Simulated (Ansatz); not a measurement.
**Geometry relaxation, with input and output: Ni12Si5 (part 3 of 3)**

The same run, continued: Ni12Si5 (17 atoms in the cell); DFT r2SCAN, scalar-relativistic, plane waves, PAW, no spin polarisation (Ansatz 0.2.0); cutoff 500 eV, 3×3×3 k-mesh, Gaussian smearing of 0.1 eV. The structure was built on a prototype by a generator; it need not be a known phase. It belongs to a series of runs on one base structure; here: 1 of 6 Si atoms taken out at random.

Geometry of the input (Å; fractional positions):
```
1.9348  -3.3511  4.9268
1.9348  3.3511  4.9268
-3.8695  0.0000  4.9268
Si 0.9143  0.5781  0.2477
Si 0.5793  0.2518  0.9173
Si 0.0848  0.4161  0.7483
Si 0.4142  0.7493  0.0848
Si 0.7519  0.0809  0.4147
Ni 0.9966  0.9979  0.0018
Ni 0.3368  0.3325  0.3317
Ni 0.6662  0.6694  0.6669
Ni 0.4929  0.4962  0.5003
Ni 0.8341  0.8354  0.8322
Ni 0.1612  0.1671  0.1678
Ni 0.7508  0.4133  0.0840
Ni 0.0863  0.7488  0.4198
Ni 0.4180  0.0788  0.7467
Ni 0.2500  0.5815  0.9155
Ni 0.5860  0.9200  0.2489
Ni 0.9162  0.2494  0.5825
```

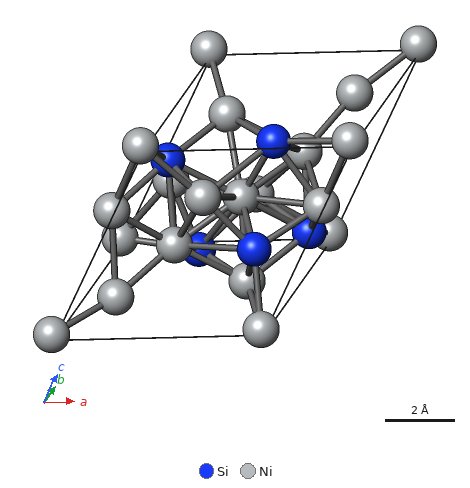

Fig. 1: The geometry at step 4 of the log (ball-and-stick view of the cell of the calculation, seen at an oblique angle).

## Output, continued
```
  k-point 2: bands = ["-89.8308", "-89.6169", "-89.6155", "-89.6121", "-89.6101", "-89.6067", "-89.6058", "-89.4889", "-89.4884", "-89.4257", "-89.4256", "-89.4251", "-48.8191", "-48.7605", "-48.7601", "-48.6342", "-48.6239", "-48.6191", "-48.6114", "-48.6072", "-48.6033", "-48.5996", "-48.5975", "-48.5903", "-48.5702", "-48.5377", "-48.5272", "-48.5227", "-48.5195", "-48.5127", "-48.5083", "-48.4589", "-48.4587", "-48.4540", "-48.4515", "-48.4500", "-48.4489", "-48.4275", "-48.4234", "-48.4215", "-48.3378", "-48.3350", "-48.3347", "-48.3061", "-48.2862", "-48.2858", "-48.2381", "-48.2262", "4.8843", "6.5468", "7.8821", "8.1654", "8.5751", "9.9639", "10.2849", "10.9031", "10.9643", "11.1995", "11.9204", "12.2505", "12.4400", "12.5950", "12.6933", "12.7811", "13.1481", "13.3475", "13.3594", "13.4801", "13.6317", "13.7429", "13.8728", "13.9121", "13.9280", "13.9740", "14.0359", "14.1420", "14.1828", "14.3307", "14.3849", "14.4212", "14.4619", "14.5754", "14.6087", "14.7967", "14.8370", "14.8469", "15.0497", "15.0930", "15.1547", "15.1737", "15.3484", "15.4606", "15.4945", "15.5880", "15.6757", "15.6801", "15.7455", "15.7916", "15.8468", "15.9409", "15.9546", "15.9847", "16.0197", "16.0281", "16.1053", "16.1432", "16.1869", "16.2510", "16.3195", "16.3607", "16.4039", "16.4850", "16.5606", "16.7236", "16.8688", "16.9283", "17.0327", "17.1814", "17.5185", "17.8009", "18.0043", "18.3131", "18.6089", "18.6893", "19.3910", "20.1998", "21.2435", "21.6669", "21.8690", "22.0341", "22.8371", "23.1765", "23.3085", "23.8000", "23.9244", "24.5103", "24.5763", "24.7986", "25.1438", "25.4036", "25.5613", "25.7811"]
  k-point 13: bands = ["-89.8308", "-89.6165", "-89.6154", "-89.6123", "-89.6103", "-89.6067", "-89.6057", "-89.4889", "-89.4883", "-89.4257", "-89.4256", "-89.4251", "-48.8191", "-48.7607", "-48.7604", "-48.6339", "-48.6250", "-48.6160", "-48.6132", "-48.6074", "-48.6029", "-48.6015", "-48.5955", "-48.5899", "-48.5697", "-48.5385", "-48.5301", "-48.5195", "-48.5183", "-48.5120", "-48.5100", "-48.4588", "-48.4573", "-48.4536", "-48.4526", "-48.4511", "-48.4469", "-48.4296", "-48.4232", "-48.4222", "-48.3374", "-48.3347", "-48.3344", "-48.3073", "-48.2863", "-48.2857", "-48.2378", "-48.2262", "5.9005", "6.2952", "6.7034", "7.5293", "8.1966", "9.9697", "10.7412", "11.1656", "11.3367", "11.6794", "11.9929", "12.1671", "12.4917", "12.6408", "12.8223", "12.9636", "13.1396", "13.2555", "13.2784", "13.5499", "13.5912", "13.6555", "13.8580", "13.9083", "13.9948", "14.0324", "14.1308", "14.1956", "14.2578", "14.3741", "14.5097", "14.5177", "14.6184", "14.6817", "14.6837", "14.7687", "14.8524", "14.9437", "15.0038", "15.1196", "15.1662", "15.2266", "15.2823", "15.3527", "15.4330", "15.5032", "15.6149", "15.6445", "15.6641", "15.6830", "15.7463", "15.8083", "15.8795", "15.9099", "15.9354", "15.9864", "16.0193", "16.0848", "16.1460", "16.1701", "16.3537", "16.3989", "16.4852", "16.5122", "16.6591", "16.7894", "16.8242", "16.9000", "17.0613", "17.1371", "17.3040", "17.9279", "18.9786", "19.0458", "19.4656", "19.6094", "19.6777", "19.8748", "20.1797", "20.9861", "21.3092", "21.4319", "22.2484", "22.5514", "22.7607", "22.9804", "23.5080", "23.7883", "23.9273", "24.4567", "24.5370", "24.7326", "25.0457", "25.2913"]
--- Relaxed structure (6 steps of the walk, 6 accepted, 1 SCFs on fresh bases) ---
  F+E_penalty+E_count = -73346.70635498 eV   max|allowed force component| = 3.797e-2 eV/Å   (the final SCF, on the basis selected at the relaxed cell)
  cell:  # Å, volume = 181.8759 Å³
    - [1.894570376712712, -3.2812759201110073, 4.875580441941961]
    - [1.894587489656109, 3.2817326963437616, 4.875884412306038]
    - [-3.7891395719724326, 0.00021356787266141826, 4.875725242900399]
  atoms:
    - { symbol: Si, position: [0.9078418859814426, 0.5741142405692765, 0.24139708019203715] }
    - { symbol: Si, position: [0.5910119318582621, 0.2572371131415466, 0.924579602010186] }
    - { symbol: Si, position: [0.10270292138867787, 0.4156660833680522, 0.7297378657007586] }
    - { symbol: Si, position: [0.3960980341196806, 0.7689411679376972, 0.08303669916783807] }
    - { symbol: Si, position: [0.7493058398725752, 0.06243771482877264, 0.4363048556524905] }
    - { symbol: Ni, position: [0.9690475041312318, 0.9732339226544751, 0.060104308954634256] }
    - { symbol: Ni, position: [0.30695370076602113, 0.3927186029012926, 0.3026543996784783] }
    - { symbol: Ni, position: [0.7264820719352877, 0.6353254591341451, 0.6405512290923346] }
    - { symbol: Ni, position: [0.5297900653038087, 0.4386885035927835, 0.5253900314540946] }
    - { symbol: Ni, position: [0.7722944944276708, 0.8581301093981378, 0.8633923533759882] }
    - { symbol: Ni, position: [0.1918733167290123, 0.1960389444776241, 0.10592074521319506] }
    - { symbol: Ni, position: [0.7493937551087468, 0.41569315989513544, 0.08298555510455136] }
    - { symbol: Ni, position: [0.13395639210246513, 0.8003174537988031, 0.4676213205529579] }
    - { symbol: Ni, position: [0.36473135555169567, 0.03104060850013446, 0.6983903914622915] }
    - { symbol: Ni, position: [0.24941840374368585, 0.6298329142109396, 0.8688273414052671] }
    - { symbol: Ni, position: [0.5352083247509276, 0.9156476940184276, 0.2971868959854666] }
    - { symbol: Ni, position: [0.9635087457288087, 0.20150928747275437, 0.5830263160974296] }
```

## Trajectory as extended XYZ (Å, eV, eV/Å), 7 frames, from step=1 to step=7
```
17
Lattice="1.9348 -3.3511 4.9268 1.9348 3.3511 4.9268 -3.8695 0.0000 4.9268" Properties=species:S:1:pos:R:3:forces:R:3 step=1 energy=-73345.08657 pressure_GPa=-5.34
Si    1.9291   -1.1267    8.5735    0.0435   0.1439   0.3937
Si   -1.9417   -1.0974    8.6138    0.1712  -0.2078  -0.2781
Si   -1.9264    1.1104    6.1543   -0.0167  -0.1768  -0.0756
Si    1.9230    1.1232    6.1504    0.1355   0.1025   0.0189
Si    0.0064   -2.2484    6.1463   -0.3101  -0.1403   0.0506
Ni    3.8520    0.0045    9.8357   -0.0281  -0.0567   0.2762
Ni    0.0115   -0.0143    4.9321    0.1137   0.2658  -0.2222
Ni    0.0034    0.0109    9.8663   -0.0324  -0.3974  -0.1650
Ni   -0.0223    0.0110    7.3381    0.1577  -0.3508   0.5314
Ni    0.0099    0.0044   12.3257   -0.2960   0.0838  -0.2667
Ni   -0.0142    0.0199    2.4446    0.2997  -0.1184  -0.0090
Ni    1.9271   -1.1311    6.1490    0.2349   0.2422  -0.0237
Ni   -0.0087    2.2199    6.1824    0.0615   0.1955  -0.1221
Ni   -1.9281   -1.1369    6.1262   -0.2024   0.1993   0.0181
Ni   -1.9339    1.1107    8.6070    0.5535   0.5077   0.0598
Ni    1.9505    1.1191    8.6461   -0.7645   0.2296  -0.2752
Ni    0.0010   -2.2345    8.6127   -0.1209  -0.5222   0.0890
17
Lattice="1.9221 -3.3342 4.8895 1.9215 3.3338 4.8894 -3.8475 0.0003 4.8910" Properties=species:S:1:pos:R:3:forces:R:3 step=2 energy=-73345.33745 pressure_GPa=-2.44
Si    1.9170   -1.1192    8.5303    0.0256   0.1009   0.3411
Si   -1.9311   -1.0975    8.5344    0.1057  -0.1393  -0.2229
Si   -1.9110    1.1000    6.1086   -0.0592  -0.0951  -0.0608
Si    1.9125    1.1239    6.1027    0.0887   0.0143   0.0218
Si   -0.0057   -2.2373    6.1004   -0.1626  -0.0594   0.0458
Ni    3.8145    0.0115    9.7676   -0.1140  -0.0227   0.1511
Ni    0.0245   -0.0003    4.8907    0.1119   0.2559  -0.1278
Ni   -0.0028   -0.0152    9.7862    0.0318  -0.3305  -0.1191
Ni   -0.0148   -0.0107    7.3001    0.0703  -0.3292   0.3195
Ni   -0.0168    0.0115   12.2236   -0.2334   0.1372  -0.1493
Ni    0.0047    0.0238    2.4276    0.2952  -0.0884   0.0108
Ni    1.9183   -1.1202    6.1032    0.1289   0.1476  -0.0249
Ni   -0.0084    2.2131    6.1503    0.0382   0.1316   0.0616
Ni   -1.9225   -1.1252    6.0628   -0.1079   0.1373  -0.1368
Ni   -1.8863    1.1289    8.5457    0.4622   0.3940   0.0407
Ni    1.8927    1.1328    8.5702   -0.6024   0.2166  -0.1981
Ni   -0.0031   -2.2654    8.5513   -0.0791  -0.4710   0.0472
17
Lattice="1.9084 -3.3110 4.8346 1.9081 3.3119 4.8354 -3.8218 0.0007 4.8371" Properties=species:S:1:pos:R:3:forces:R:3 step=3 energy=-73345.90700 pressure_GPa=-0.16
Si    1.9043   -1.1075    8.5026    0.0136   0.0442   0.0343
Si   -1.9178   -1.0979    8.3869    0.0413  -0.0600   0.0273
Si   -1.8884    1.0880    6.0388    0.0406  -0.0585  -0.0259
Si    1.9030    1.1292    6.0345    0.0237   0.0795   0.0080
Si   -0.0227   -2.2218    6.0347   -0.1180  -0.0597   0.0172
Ni    3.6884    0.0400    9.6663   -0.2481  -0.0413   0.0121
Ni    0.0962    0.0843    4.8331    0.0939   0.2685  -0.0055
Ni    0.0216   -0.1288    9.6699    0.1678  -0.2308  -0.0140
Ni   -0.0296   -0.1238    7.2361   -0.1346  -0.2650   0.0243
Ni   -0.1052    0.0865   12.0743   -0.1048   0.2500  -0.0011
Ni    0.1152    0.0451    2.4011    0.2949  -0.0611   0.0073
Ni    1.9078   -1.1059    6.0345    0.0128   0.0246  -0.0281
Ni   -0.0052    2.2060    6.2781    0.0043   0.0348   0.4428
Ni   -1.9138   -1.1080    5.7995   -0.0092   0.0341  -0.4507
Ni   -1.7432    1.1990    8.4542    0.2227   0.1796   0.0046
Ni    1.7392    1.2031    8.4586   -0.2613   0.1174  -0.0463
Ni   -0.0057   -2.4022    8.4559   -0.0396  -0.2563  -0.0063
17
Lattice="1.8997 -3.2942 4.8165 1.8997 3.2954 4.8173 -3.8033 0.0006 4.8185" Properties=species:S:1:pos:R:3:forces:R:3 step=4 energy=-73346.31852 pressure_GPa=1.11
Si    1.8971   -1.1000    8.4563    0.0058   0.0182  -0.2567
Si   -1.9062   -1.0972    8.3732    0.0100  -0.0200   0.2895
Si   -1.8522    1.0682    6.0154    0.0751  -0.0457  -0.0062
Si    1.8953    1.1562    6.0117    0.0002   0.0941   0.0058
Si   -0.0526   -2.2257    6.0128   -0.0894  -0.0527   0.0039
Ni    3.5819    0.0435    9.6372   -0.2056  -0.0251  -0.0466
Ni    0.1426    0.1628    4.8192    0.0695   0.1878  -0.0036
Ni    0.0652   -0.2106    9.6368    0.1440  -0.1401  -0.0130
Ni   -0.0663   -0.2082    7.2081   -0.1351  -0.1691  -0.0217
Ni   -0.1549    0.1605   12.0209   -0.0502   0.2003   0.0583
Ni    0.2083    0.0485    2.3877    0.2128  -0.0298   0.0259
Ni    1.8993   -1.0980    6.0079   -0.0195  -0.0157  -0.0249
Ni   -0.0033    2.1970    6.4500   -0.0087  -0.0007   0.5383
Ni   -1.9057   -1.0991    5.5847    0.0193  -0.0019  -0.5346
Ni   -1.6532    1.2398    8.4237    0.1257   0.0876  -0.0070
Ni    1.6481    1.2449    8.4210   -0.1310   0.0677   0.0094
Ni   -0.0061   -2.4850    8.4239   -0.0232  -0.1548  -0.0166
17
Lattice="1.8978 -3.2875 4.8160 1.8982 3.2890 4.8169 -3.7964 0.0004 4.8166" Properties=species:S:1:pos:R:3:forces:R:3 step=5 energy=-73346.59838 pressure_GPa=1.23
Si    1.8976   -1.0949    8.3928   -0.0068  -0.0176  -0.3896
Si   -1.8988   -1.0995    8.4366   -0.0229   0.0303   0.3933
Si   -1.8170    1.0486    6.0134    0.1723  -0.0793   0.0100
Si    1.8944    1.1916    6.0112   -0.0124   0.1754   0.0092
Si   -0.0857   -2.2404    6.0121   -0.1342  -0.0854  -0.0051
Ni    3.4951    0.0409    9.6407   -0.0777  -0.0663  -0.0156
Ni    0.1818    0.2374    4.8216   -0.0300   0.0941   0.0205
Ni    0.1131   -0.2809    9.6389    0.1053   0.0024   0.0115
Ni   -0.1072   -0.2819    7.2030   -0.1168   0.0053  -0.0476
Ni   -0.1913    0.2333   12.0152    0.0374   0.0970   0.0096
Ni    0.2951    0.0462    2.3840    0.0653  -0.0754  -0.0013
Ni    1.8970   -1.0951    6.0025   -0.0194  -0.0176   0.0089
Ni   -0.0016    2.1935    6.6436   -0.0087  -0.0221   0.1186
Ni   -1.9017   -1.0953    5.3901    0.0209  -0.0176  -0.1447
Ni   -1.5841    1.2756    8.4219   -0.1965  -0.1319  -0.0051
Ni    1.5814    1.2796    8.4178    0.2129  -0.1109   0.0313
Ni   -0.0062   -2.5547    8.4214    0.0113   0.2195  -0.0039
17
Lattice="1.8946 -3.2813 4.8756 1.8946 3.2817 4.8759 -3.7891 0.0002 4.8757" Properties=species:S:1:pos:R:3:forces:R:3 step=6 energy=-73346.71389 pressure_GPa=0.03
Si    1.8930   -1.0947    8.4026   -0.0010  -0.0001  -0.0185
Si   -1.8963   -1.0949    8.6438   -0.0003   0.0016   0.0180
Si   -1.7830    1.0273    6.0855   -0.0317   0.0196  -0.0008
Si    1.8926    1.2238    6.0853    0.0006  -0.0378   0.0000
Si   -0.1153   -2.2537    6.0850    0.0340   0.0178   0.0005
Ni    3.4521    0.0142    9.7631   -0.0231  -0.0038   0.0181
Ni    0.1788    0.2817    4.8871    0.0069   0.0213   0.0206
Ni    0.1529   -0.2987    9.7629    0.0154  -0.0171   0.0200
Ni   -0.1559   -0.2986    7.2837   -0.0166  -0.0162  -0.0222
Ni   -0.1825    0.2822   12.1592   -0.0067   0.0209  -0.0197
Ni    0.3336    0.0138    2.4078    0.0214  -0.0039  -0.0200
Ni    1.8929   -1.0948    6.0852   -0.0005  -0.0008   0.0006
Ni   -0.0018    2.1870    6.8354   -0.0007  -0.0005   0.0018
Ni   -1.8965   -1.0948    5.3348   -0.0002  -0.0002  -0.0010
Ni   -1.6263    1.2487    8.5232   -0.0009  -0.0002   0.0002
Ni    1.6227    1.2488    8.5230    0.0013  -0.0004   0.0014
Ni   -0.0020   -2.5001    8.5229    0.0021   0.0000   0.0010
17
Lattice="1.8946 -3.2813 4.8756 1.8946 3.2817 4.8759 -3.7891 0.0002 4.8757" Properties=species:S:1:pos:R:3:forces:R:3 step=7 energy=-73346.70636 pressure_GPa=-0.01
Si    1.8930   -1.0947    8.4026   -0.0010  -0.0001  -0.0185
Si   -1.8963   -1.0949    8.6438   -0.0003   0.0016   0.0180
Si   -1.7830    1.0273    6.0855   -0.0318   0.0197  -0.0008
Si    1.8926    1.2238    6.0853    0.0006  -0.0380   0.0000
Si   -0.1153   -2.2537    6.0850    0.0342   0.0179   0.0005
Ni    3.4521    0.0142    9.7631   -0.0230  -0.0038   0.0181
Ni    0.1788    0.2817    4.8871    0.0068   0.0211   0.0206
Ni    0.1529   -0.2987    9.7629    0.0153  -0.0169   0.0199
Ni   -0.1559   -0.2986    7.2837   -0.0164  -0.0160  -0.0221
Ni   -0.1825    0.2822   12.1592   -0.0066   0.0207  -0.0197
Ni    0.3336    0.0138    2.4078    0.0212  -0.0039  -0.0199
Ni    1.8929   -1.0948    6.0852   -0.0005  -0.0008   0.0006
Ni   -0.0018    2.1870    6.8354   -0.0007  -0.0005   0.0020
Ni   -1.8965   -1.0948    5.3348   -0.0002  -0.0003  -0.0012
Ni   -1.6263    1.2487    8.5232   -0.0008  -0.0001   0.0002
Ni    1.6227    1.2488    8.5230    0.0011  -0.0003   0.0014
Ni   -0.0020   -2.5001    8.5229    0.0021  -0.0002   0.0010
```

## Results in brief

```tsv
quantity	value
outcome	converged
space group (tolerance 0.01 Å)	P1 (1) → R32 (155)
electrons treated	236
free energy	−73346.7064 eV
Fermi energy	17.322 eV
gap on the k-point mesh	none (metallic)
pressure	−0.01 GPa
final volume	181.88 Å³
largest force (length of the vector) at the end	0.039 eV/Å
final cell	a = 6.175 Å, b = 6.175 Å, c = 6.175 Å, α = 64.20°, β = 64.20°, γ = 64.20°
wall time	6.3 min (CPU time 24 min)
peak memory	1.6 GiB
```

## Remarks

The run has no spin polarisation, so a magnetic state may lie lower.
